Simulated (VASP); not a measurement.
Geometry relaxation, with input and output: MgO

MgO (F-43m, 2 atoms in the cell), computed with DFT, plane waves, PAW, settings varied from a LDA run (VASP 6.6.1).

The structure was built on a prototype by a generator. The geometry comes from this level: PBE.

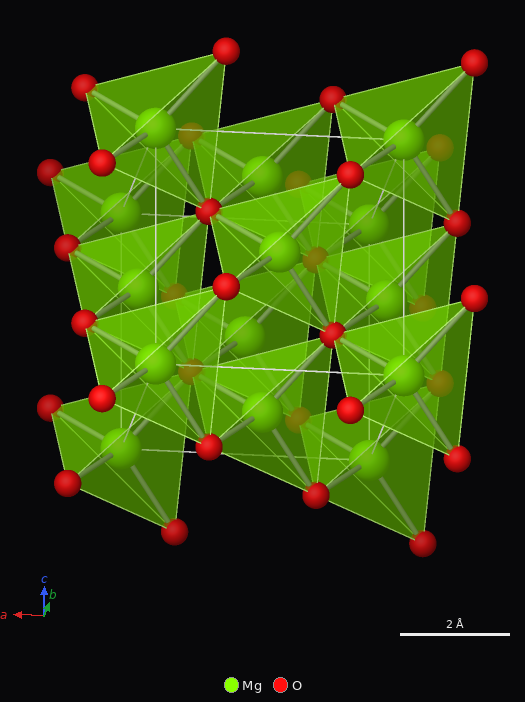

**Figure 1.** The starting structure (polyhedral view of the cell 4 times as large as that of the calculation, set on its symmetry axes, seen at an oblique angle; polyhedra are completed across the faces of the cell).

## INCAR
```
ENCUT = 600.000000
SIGMA = 0.020000
EDIFF = 1.00e-07
GGA = CA
PREC = Accurate
IBRION = 2
ISMEAR = -1
NBANDS = 11
NELM = 120
NSW = 40
LCHARG = .FALSE.
LWAVE = .FALSE.
LREAL = .FALSE.
ISIF = 2
EDIFFG = 0.001
LASPH = .FALSE.
```

## KPOINTS
```
KPOINTS created by Atomic Simulation Environment
0
Gamma
8 8 8
0 0 0
```

## POSCAR
```
Mg O
 1.0000000000000000
     0.0000000000000000    2.3060412378642976    2.3060412378642976
     2.3060412378642976    0.0000000000000000    2.3060412378642976
     2.3060412378642976    2.3060412378642976    0.0000000000000000
 Mg  O
   1   1
Cartesian
  0.0000000000000000  0.0000000000000000 -0.0000000000000000
  1.1530206189321488  1.1530206189321488  1.1530206189321488
```

Run on 1 CPU thread, shared host.

Run as:
```bash
mpirun -np 1 vasp_std
```

## OSZICAR
```
N       E                     dE             d eps       ncg     rms          rms(c)
DAV:   1     0.178001439567E+02    0.17800E+02   -0.47495E+03   678   0.705E+02
DAV:   2    -0.141970816662E+02   -0.31997E+02   -0.31035E+02   719   0.143E+02
DAV:   3    -0.151863910786E+02   -0.98931E+00   -0.98819E+00   786   0.229E+01
DAV:   4    -0.151893542252E+02   -0.29631E-02   -0.29631E-02   695   0.144E+00
DAV:   5    -0.151893660046E+02   -0.11779E-04   -0.11779E-04   780   0.857E-02    0.808E+00
DAV:   6    -0.131340281127E+02    0.20553E+01   -0.13714E+01   704   0.189E+01    0.292E+00
DAV:   7    -0.130600082161E+02    0.74020E-01   -0.18469E-01   686   0.316E+00    0.148E+00
DAV:   8    -0.130259470846E+02    0.34061E-01   -0.66421E-02   689   0.245E+00    0.339E-01
DAV:   9    -0.130251865663E+02    0.76052E-03   -0.57717E-04   763   0.188E-01    0.221E-01
DAV:  10    -0.130247884822E+02    0.39808E-03   -0.81299E-04   683   0.261E-01    0.161E-02
DAV:  11    -0.130247837975E+02    0.46847E-05   -0.23660E-05   719   0.242E-02    0.636E-03
DAV:  12    -0.130247838583E+02   -0.60806E-07   -0.33896E-07   725   0.380E-03
   1 F= -.13024784E+02 E0= -.13024784E+02  d E =-.130248E+02
```

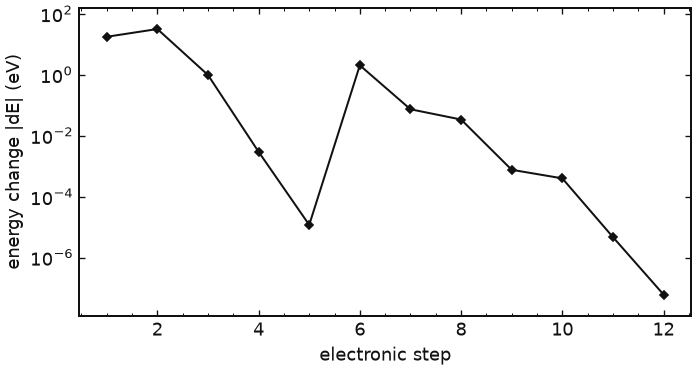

**Figure 2.** Convergence of the self-consistent field: energy change |dE| against the electronic step. It takes 12 electronic steps. The density is held fixed in the first few steps, and dE rises again when its update begins.

## Parts of OUTCAR
```
k-points           NKPTS =     29   k-points in BZ     NKDIM =     29   number of bands    NBANDS=     11

   NELECT =       8.0000    total number of electrons

   dimension x,y,z NGX =    28 NGY =   28 NGZ =   28
   dimension x,y,z NGXF=    56 NGYF=   56 NGZF=   56

  energy-cutoff  :      600.00
  volume of cell :       24.53
      direct lattice vectors                 reciprocal lattice vectors
     0.000000000  2.306041238  2.306041238    -0.216821795  0.216821795  0.216821795
     2.306041238  0.000000000  2.306041238     0.216821795 -0.216821795  0.216821795
     2.306041238  2.306041238  0.000000000     0.216821795  0.216821795 -0.216821795

 k-points in reciprocal lattice and weights: KPOINTS created by Atomic Simulation Env
   0.00000000  0.00000000  0.00000000       0.002
   0.12500000  0.00000000  0.00000000       0.016
   0.25000000  0.00000000  0.00000000       0.016
   0.37500000  0.00000000  0.00000000       0.016
   0.50000000  0.00000000  0.00000000       0.008
   0.12500000  0.12500000  0.00000000       0.012
   0.25000000  0.12500000  0.00000000       0.047
   0.37500000  0.12500000  0.00000000       0.047
   0.50000000  0.12500000  0.00000000       0.047
  -0.37500000  0.12500000  0.00000000       0.047
  -0.25000000  0.12500000  0.00000000       0.047
  -0.12500000  0.12500000  0.00000000       0.023
   0.25000000  0.25000000  0.00000000       0.012
   0.37500000  0.25000000  0.00000000       0.047
   0.50000000  0.25000000  0.00000000       0.047
  -0.37500000  0.25000000  0.00000000       0.047
  -0.25000000  0.25000000  0.00000000       0.023
   0.37500000  0.37500000  0.00000000       0.012
   0.50000000  0.37500000  0.00000000       0.047
  -0.37500000  0.37500000  0.00000000       0.023
   0.50000000  0.50000000  0.00000000       0.006
   0.37500000  0.25000000  0.12500000       0.047
   0.50000000  0.25000000  0.12500000       0.094
  -0.37500000  0.25000000  0.12500000       0.047
   0.50000000  0.37500000  0.12500000       0.047
  -0.37500000  0.37500000  0.12500000       0.094
  -0.25000000  0.37500000  0.12500000       0.047
  -0.37500000  0.50000000  0.12500000       0.023
  -0.25000000  0.50000000  0.25000000       0.012

 E-fermi :   0.7479

 k-point     1 :       0.0000    0.0000    0.0000
  band No.  band energies     occupation
      1     -15.2254      2.00000
      2       0.2862      2.00000
      3       0.2862      2.00000
      4       0.2862      2.00000
      5       3.6626      0.00000
      6      16.4583      0.00000
      7      16.4583      0.00000
      8      16.4583      0.00000
      9      20.0555      0.00000
     10      20.0561      0.00000
     11      20.0960      0.00000

 k-point     2 :       0.1250    0.0000    0.0000
  band No.  band energies     occupation
      1     -15.1348      2.00000
      2      -0.4074      2.00000
      3       0.2582      2.00000
      4       0.2582      2.00000
      5       4.4781      0.00000
      6      15.2003      0.00000
      7      16.4035      0.00000
      8      16.4035      0.00000
      9      18.4825      0.00000
     10      18.4825      0.00000
     11      19.4280      0.00000

 k-point     3 :       0.2500    0.0000    0.0000
  band No.  band energies     occupation
      1     -14.9072      2.00000
      2      -1.5492      2.00000
      3       0.1915      2.00000
      4       0.1915      2.00000
      5       5.9820      0.00000
      6      12.9850      0.00000
      7      15.5660      0.00000
      8      15.5660      0.00000
      9      18.8752      0.00000
     10      18.8752      0.00000
     11      18.9643      0.00000

 k-point     4 :       0.3750    0.0000    0.0000
  band No.  band energies     occupation
      1     -14.6655      2.00000
      2      -2.4146      2.00000
      3       0.1266      2.00000
      4       0.1266      2.00000
      5       7.5068      0.00000
      6      10.9505      0.00000
      7      14.7235      0.00000
      8      14.7235      0.00000
      9      19.0743      0.00000
     10      20.3125      0.00000
     11      20.3125      0.00000

 k-point     5 :       0.5000    0.0000    0.0000
  band No.  band energies     occupation
      1     -14.5608      2.00000
      2      -2.7338      2.00000
      3       0.1002      2.00000
      4       0.1002      2.00000
      5       8.6777      0.00000
      6       9.5924      0.00000
      7      14.4200      0.00000
      8      14.4200      0.00000
      9      19.2869      0.00000
     10      21.2572      0.00000
     11      21.2572      0.00000

 k-point     6 :       0.1250    0.1250    0.0000
  band No.  band energies     occupation
      1     -15.1049      2.00000
      2      -0.4459      2.00000
      3       0.1699      2.00000
      4       0.1699      2.00000
      5       4.7037      0.00000
      6      15.4374      0.00000
      7      16.1763      0.00000
      8      16.2262      0.00000
      9      16.2262      0.00000
     10      20.4871      0.00000
     11      21.3235      0.00000

 k-point     7 :       0.2500    0.1250    0.0000
  band No.  band energies     occupation
      1     -14.9239      2.00000
      2      -1.2731      2.00000
      3       0.0624      2.00000
      4       0.0878      2.00000
      5       5.8495      0.00000
      6      13.5226      0.00000
      7      14.7599      0.00000
      8      15.8812      0.00000
      9      17.0129      0.00000
     10      20.3798      0.00000
     11      20.9093      0.00000

 k-point     8 :       0.3750    0.1250    0.0000
  band No.  band energies     occupation
      1     -14.6865      2.00000
      2      -2.1032      2.00000
      3      -0.0525      2.00000
      4      -0.0017      2.00000
      5       7.2260      0.00000
      6      11.5001      0.00000
      7      14.0469      0.00000
      8      15.2123      0.00000
      9      18.1631      0.00000
     10      20.9093      0.00000
     11      21.1599      0.00000

 k-point     9 :       0.5000    0.1250    0.0000
  band No.  band energies     occupation
      1     -14.5341      2.00000
      2      -2.5407      2.00000
      3      -0.2051      2.00000
      4       0.0122      2.00000
      5       8.5922      0.00000
      6       9.8492      0.00000
      7      13.7831      0.00000
      8      14.7283      0.00000
      9      19.4210      0.00000
     10      21.2442      0.00000
     11      21.5323      0.00000

 k-point    10 :      -0.3750    0.1250    0.0000
  band No.  band energies     occupation
      1     -14.5685      2.00000
      2      -2.4438      2.00000
      3      -0.2718      2.00000
      4       0.0963      2.00000
      5       8.2532      0.00000
      6      10.3017      0.00000
      7      13.7979      0.00000
      8      14.7269      0.00000
      9      20.1498      0.00000
     10      20.2303      0.00000
     11      21.1722      0.00000

 k-point    11 :      -0.2500    0.1250    0.0000
  band No.  band energies     occupation
      1     -14.7658      2.00000
      2      -1.8612      2.00000
      3      -0.1951      2.00000
      4       0.2043      2.00000
      5       6.8417      0.00000
      6      12.2172      0.00000
      7      14.0576      0.00000
      8      15.3212      0.00000
      9      18.3710      0.00000
     10      20.0492      0.00000
     11      21.0301      0.00000

 k-point    12 :      -0.1250    0.1250    0.0000
  band No.  band energies     occupation
      1     -14.9986      2.00000
      2      -1.0346      2.00000
      3       0.0240      2.00000
      4       0.2727      2.00000
      5       5.4349      0.00000
      6      14.3300      0.00000
      7      14.7817      0.00000
      8      16.5078      0.00000
      9      17.1343      0.00000
     10      19.1722      0.00000
     11      21.2995      0.00000

 k-point    13 :       0.2500    0.2500    0.0000
  band No.  band energies     occupation
      1     -14.8066      2.00000
      2      -1.4498      2.00000
      3      -0.0999      2.00000
      4      -0.0999      2.00000
      5       6.2731      0.00000
      6      12.7138      0.00000
      7      14.2919      0.00000
      8      16.0842      0.00000
      9      16.0842      0.00000
     10      21.7768      0.00000
     11      22.8653      0.00000

 k-point    14 :       0.3750    0.2500    0.0000
  band No.  band energies     occupation
      1     -14.6177      2.00000
      2      -1.8914      2.00000
      3      -0.3246      2.00000
      4      -0.2017      2.00000
      5       6.9464      0.00000
      6      11.7177      0.00000
      7      13.5655      0.00000
      8      15.8717      0.00000
      9      16.6073      0.00000
     10      22.4654      0.00000
     11      22.9038      0.00000

 k-point    15 :       0.5000    0.2500    0.0000
  band No.  band energies     occupation
      1     -14.4670      2.00000
      2      -2.1299      2.00000
      3      -0.7309      2.00000
      4      -0.1904      2.00000
      5       7.7474      0.00000
      6      10.8641      0.00000
      7      13.2237      0.00000
      8      15.4371      0.00000
      9      17.4639      0.00000
     10      22.4829      0.00000
     11      23.7505      0.00000

 k-point    16 :      -0.3750    0.2500    0.0000
  band No.  band energies     occupation
      1     -14.4497      2.00000
      2      -2.0866      2.00000
      3      -1.0265      2.00000
      4      -0.0715      2.00000
      5       8.4396      0.00000
      6      10.3389      0.00000
      7      13.0027      0.00000
      8      15.1350      0.00000
      9      18.7392      0.00000
     10      20.8960      0.00000
     11      23.9839      0.00000

 k-point    17 :      -0.2500    0.2500    0.0000
  band No.  band energies     occupation
      1     -14.5763      2.00000
      2      -2.0043      2.00000
      3      -0.7914      2.00000
      4       0.0923      2.00000
      5       7.9761      0.00000
      6      11.1045      0.00000
      7      12.9926      0.00000
      8      15.1197      0.00000
      9      19.1733      0.00000
     10      20.1111      0.00000
     11      23.2357      0.00000

 k-point    18 :       0.3750    0.3750    0.0000
  band No.  band energies     occupation
      1     -14.4967      2.00000
      2      -2.0393      2.00000
      3      -0.3540      2.00000
      4      -0.3540      2.00000
      5       6.6058      0.00000
      6      11.5703      0.00000
      7      13.5857      0.00000
      8      16.2092      0.00000
      9      16.2092      0.00000
     10      22.2451      0.00000
     11      23.8914      0.00000

 k-point    19 :       0.5000    0.3750    0.0000
  band No.  band energies     occupation
      1     -14.3958      2.00000
      2      -2.0863      2.00000
      3      -0.6842      2.00000
      4      -0.3801      2.00000
      5       6.7445      0.00000
      6      11.4354      0.00000
      7      13.4849      0.00000
      8      16.0745      0.00000
      9      16.3414      0.00000
     10      22.4672      0.00000
     11      24.2954      0.00000

 k-point    20 :      -0.3750    0.3750    0.0000
  band No.  band energies     occupation
      1     -14.3770      2.00000
      2      -1.7805      2.00000
      3      -1.3452      2.00000
      4      -0.2671      2.00000
      5       7.4900      0.00000
      6      11.1334      0.00000
      7      13.1360      0.00000
      8      15.6541      0.00000
      9      16.9970      0.00000
     10      22.5856      0.00000
     11      23.9027      0.00000

 k-point    21 :       0.5000    0.5000    0.0000
  band No.  band energies     occupation
      1     -14.3650      2.00000
      2      -2.2097      2.00000
      3      -0.4551      2.00000
      4      -0.4551      2.00000
      5       6.2986      0.00000
      6      11.4591      0.00000
      7      13.6821      0.00000
      8      16.3123      0.00000
      9      16.3123      0.00000
     10      21.5916      0.00000
     11      26.0960      0.00000

 k-point    22 :       0.3750    0.2500    0.1250
  band No.  band energies     occupation
      1     -14.7381      2.00000
      2      -1.7293      2.00000
      3      -0.3121      2.00000
      4       0.0549      2.00000
      5       6.8231      0.00000
      6      12.3284      0.00000
      7      13.6212      0.00000
      8      15.6040      0.00000
      9      17.3186      0.00000
     10      21.0412      0.00000
     11      22.6382      0.00000

 k-point    23 :       0.5000    0.2500    0.1250
  band No.  band energies     occupation
      1     -14.5442      2.00000
      2      -2.1127      2.00000
      3      -0.6135      2.00000
      4      -0.0667      2.00000
      5       7.8972      0.00000
      6      10.9453      0.00000
      7      13.2101      0.00000
      8      15.0731      0.00000
      9      18.4985      0.00000
     10      21.0663      0.00000
     11      23.1051      0.00000

 k-point    24 :      -0.3750    0.2500    0.1250
  band No.  band energies     occupation
      1     -14.4613      2.00000
      2      -2.2612      2.00000
      3      -0.7172      2.00000
      4      -0.1379      2.00000
      5       8.5431      0.00000
      6      10.1484      0.00000
      7      13.1988      0.00000
      8      14.8702      0.00000
      9      19.4303      0.00000
     10      20.4760      0.00000
     11      23.5387      0.00000

 k-point    25 :       0.5000    0.3750    0.1250
  band No.  band energies     occupation
      1     -14.4727      2.00000
      2      -1.9991      2.00000
      3      -0.6275      2.00000
      4      -0.3638      2.00000
      5       7.2271      0.00000
      6      11.4179      0.00000
      7      13.2375      0.00000
      8      15.3138      0.00000
      9      17.3171      0.00000
     10      22.4600      0.00000
     11      23.4599      0.00000

 k-point    26 :      -0.3750    0.3750    0.1250
  band No.  band energies     occupation
      1     -14.3900      2.00000
      2      -1.8441      2.00000
      3      -1.1185      2.00000
      4      -0.4372      2.00000
      5       7.7060      0.00000
      6      11.1785      0.00000
      7      13.0996      0.00000
      8      14.7362      0.00000
      9      18.3196      0.00000
     10      21.5336      0.00000
     11      24.2116      0.00000

 k-point    27 :      -0.2500    0.3750    0.1250
  band No.  band energies     occupation
      1     -14.4205      2.00000
      2      -1.8208      2.00000
      3      -1.2303      2.00000
      4      -0.2784      2.00000
      5       8.1259      0.00000
      6      10.8909      0.00000
      7      12.8588      0.00000
      8      14.8195      0.00000
      9      19.4844      0.00000
     10      19.9853      0.00000
     11      25.1269      0.00000

 k-point    28 :      -0.3750    0.5000    0.1250
  band No.  band energies     occupation
      1     -14.3616      2.00000
      2      -1.9878      2.00000
      3      -0.7514      2.00000
      4      -0.6162      2.00000
      5       6.9450      0.00000
      6      11.4668      0.00000
      7      13.5760      0.00000
      8      14.9353      0.00000
      9      17.3595      0.00000
     10      22.8090      0.00000
     11      23.5471      0.00000

 k-point    29 :      -0.2500    0.5000    0.2500
  band No.  band energies     occupation
      1     -14.3581      2.00000
      2      -1.4673      2.00000
      3      -1.3440      2.00000
      4      -0.7636      2.00000
      5       7.7224      0.00000
      6      11.4774      0.00000
      7      13.4942      0.00000
      8      13.6531      0.00000
      9      19.8232      0.00000
     10      20.2336      0.00000
     11      24.2576      0.00000

  Total       -1.2761490     -1.2761490     -1.2761490      0.0000000      0.0000000      0.0000000
  in kB      -83.3644279    -83.3644279    -83.3644279      0.0000000      0.0000000      0.0000000
  external PRESSURE =     -83.3644279 kB  Pullay stress =       0.0000000 kB

 POSITION                                       TOTAL-FORCE (eV/Angst)
 -----------------------------------------------------------------------------------
      0.00000      0.00000      0.00000        -0.000000     -0.000000     -0.000000
      1.15302      1.15302      1.15302         0.000000      0.000000      0.000000
 -----------------------------------------------------------------------------------
    total drift:                                0.000000      0.000000      0.000000

  FREE ENERGIE OF THE ION-ELECTRON SYSTEM (eV)
  ---------------------------------------------------
  free  energy   TOTEN  =       -13.0247838583 eV

  energy  without entropy=      -13.0247838583  energy(sigma->0) =      -13.02478386
```

## CONTCAR
```
Mg O
   1.00000000000000
     0.0000000000000000    2.3060412378642976    2.3060412378642976
     2.3060412378642976    0.0000000000000000    2.3060412378642976
     2.3060412378642976    2.3060412378642976    0.0000000000000000
  Mg              O
     1     1
Direct
     0.0000000000000000    0.0000000000000000    0.0000000000000000
     0.2500000000000000    0.2500000000000000    0.2500000000000000

  0.00000000E+00  0.00000000E+00  0.00000000E+00
  0.00000000E+00  0.00000000E+00  0.00000000E+00
```

## Results in brief

| quantity | value |
| --- | --- |
| outcome | converged |
| space group (tolerance 0.01 Å) | F-43m (216) |
| electrons treated | 8 |
| free energy | −13.0248 eV |
| Fermi energy | 0.748 eV |
| pressure | −8.34 GPa |
| final volume | 24.53 Å³ |
| largest force (length of the vector) at the end | under 0.001 eV/Å |
| final cell | a = 3.261 Å, b = 3.261 Å, c = 3.261 Å, α = 60.00°, β = 60.00°, γ = 60.00° |
| wall time | 4.4 s |
| peak memory | 0.14 GiB |

## Notes

Settings chosen away from the usual ones: ISIF = 2; EDIFFG = 0.001; LASPH = .FALSE.. The cell is under a tension of 8.3 GPa at this level, so it is not at its equilibrium volume.
